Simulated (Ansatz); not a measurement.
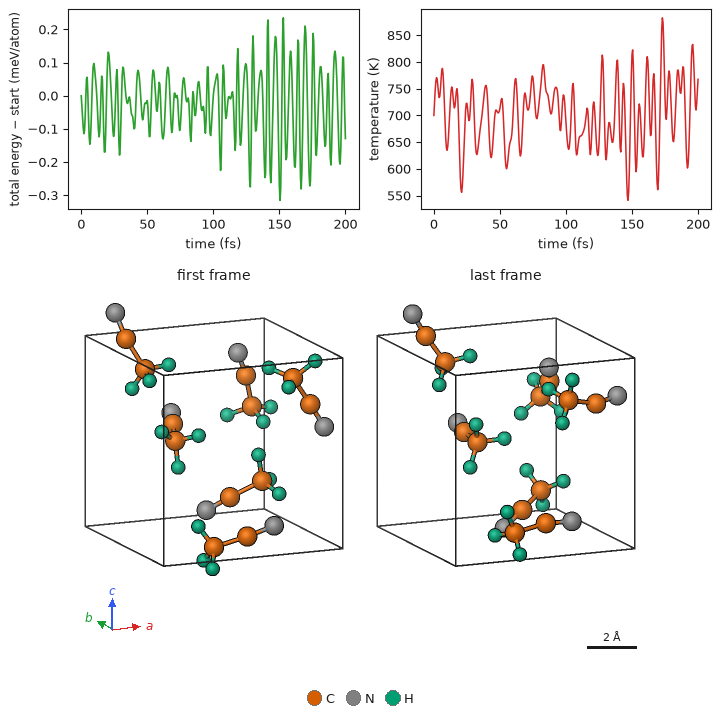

A Born-Oppenheimer molecular dynamics run of a periodic cell with 6 CH3CN at 0.784 g/cm³, 200 fs long. It starts from the last geometry of an earlier run, with fresh velocities. The picture is a ball-and-stick view of the simulation cell, seen slightly off an axis.

All numbers below come from DFT PBE-D3(BJ), scalar-relativistic, plane waves, PAW in Ansatz. Settings: plane-wave cutoff 420 eV; k-point mesh 1 × 1 × 1; Fermi-Dirac smearing 0.05 eV; constant energy (NVE); velocities drawn for 700 K; time step 0.5 fs.

Input
```yaml
crystal:
  lattice:
    - [8.051748, 0.0, 0.0]
    - [0.0, 8.051748, 0.0]
    - [0.0, 0.0, 8.051748]
  atoms:
    - { symbol: C, position: [0.71140296, 0.3741638, 0.29881331] }
    - { symbol: C, position: [0.55924405, 0.43648261, 0.2143076] }
    - { symbol: "N", position: [0.45887702, 0.50798322, 0.14023648] }
    - { symbol: H, position: [0.74833938, 0.2425751, 0.25499816] }
    - { symbol: H, position: [0.79870177, 0.47708529, 0.27698766] }
    - { symbol: H, position: [0.68404988, 0.35857505, 0.44075727] }
    - { symbol: C, position: [0.16983064, 0.62996063, 0.88022943] }
    - { symbol: C, position: [0.0862317, 0.68057356, 1.03658441] }
    - { symbol: "N", position: [0.05394521, 0.74285476, 1.16310165] }
    - { symbol: H, position: [0.30208059, 0.62928879, 0.89137355] }
    - { symbol: H, position: [0.13610241, 0.49574921, 0.85074337] }
    - { symbol: H, position: [0.1244674, 0.69167585, 0.76952389] }
    - { symbol: C, position: [0.31156049, 0.07560369, 0.05033136] }
    - { symbol: C, position: [0.48180232, 0.04017028, 0.09815558] }
    - { symbol: "N", position: [0.62168991, 0.0172412, 0.14598799] }
    - { symbol: H, position: [0.26191148, -0.02009129, -0.0395073] }
    - { symbol: H, position: [0.24209715, 0.11620217, 0.15633827] }
    - { symbol: H, position: [0.29898323, 0.1776879, -0.03930377] }
    - { symbol: C, position: [0.84666094, 0.28874458, 0.84290073] }
    - { symbol: C, position: [0.94923948, 0.30424971, 0.69324721] }
    - { symbol: "N", position: [1.02559176, 0.30001642, 0.56883551] }
    - { symbol: H, position: [0.93818959, 0.21667807, 0.93944274] }
    - { symbol: H, position: [0.75471602, 0.38653445, 0.88454733] }
    - { symbol: H, position: [0.7728794, 0.17622075, 0.82592163] }
    - { symbol: C, position: [0.86262347, 0.84919521, 0.57663941] }
    - { symbol: C, position: [0.8177745, 0.82280447, 0.748072] }
    - { symbol: "N", position: [0.7612949, 0.79555846, 0.8781815] }
    - { symbol: H, position: [0.86364633, 0.70774833, 0.525258] }
    - { symbol: H, position: [0.76560487, 0.9423719, 0.52059574] }
    - { symbol: H, position: [0.98618129, 0.89063082, 0.5531638] }
    - { symbol: C, position: [0.32180535, 0.59151959, 0.49866569] }
    - { symbol: C, position: [0.37527549, 0.74318294, 0.55092716] }
    - { symbol: "N", position: [0.42344614, 0.87544735, 0.57696767] }
    - { symbol: H, position: [0.21897222, 0.52980668, 0.56767586] }
    - { symbol: H, position: [0.33320905, 0.58063267, 0.36080033] }
    - { symbol: H, position: [0.41408954, 0.50528871, 0.53582145] }
basis:
  ecutwfc: 420.0
kpoints:
  mp_grid: { grid: [1, 1, 1] }
hamiltonian:
  xc: pbe
  dispersion: d3bj
scf:
  occupations: { method: fermi_dirac, width: 0.05 }
  lower_state_search: "off"
md:
  timestep: 0.5
  n_steps: 400
  ensemble: nve
  temperature: 700.0
  initial_velocities: maxwell_boltzmann
  seed: 521880
```

Launched with:
```bash
ansatz run input.yaml --threads 1 --pin off --max-ram 3072MiB --backend cpu --events-out ev --progress --plain --runs-dir out
```

> Check the integration.

The total energy stays between −0.32 and 0.23 meV per atom of its start. A straight-line fit has a slope that amounts to −0.015 meV per atom over 200 fs (under 0.1 % of the mean kinetic energy), and the ripple about it is 1.4 % of the kinetic energy's fluctuation. With a drift under 2 % and a ripple under 7 %, the integration is accurate. Over the second half the temperature averages 702 K (spread ±67 K). The potential energy in the second half lies on average 0.3 meV per atom below the first frame.

Limits of the set-up: the periodic images lie only 8.1 Å apart, so the values are limited by the cell's size.

The run took 17 min on 1 thread of Arm Neoverse V1 (shared host), peak memory 0.48 GiB.
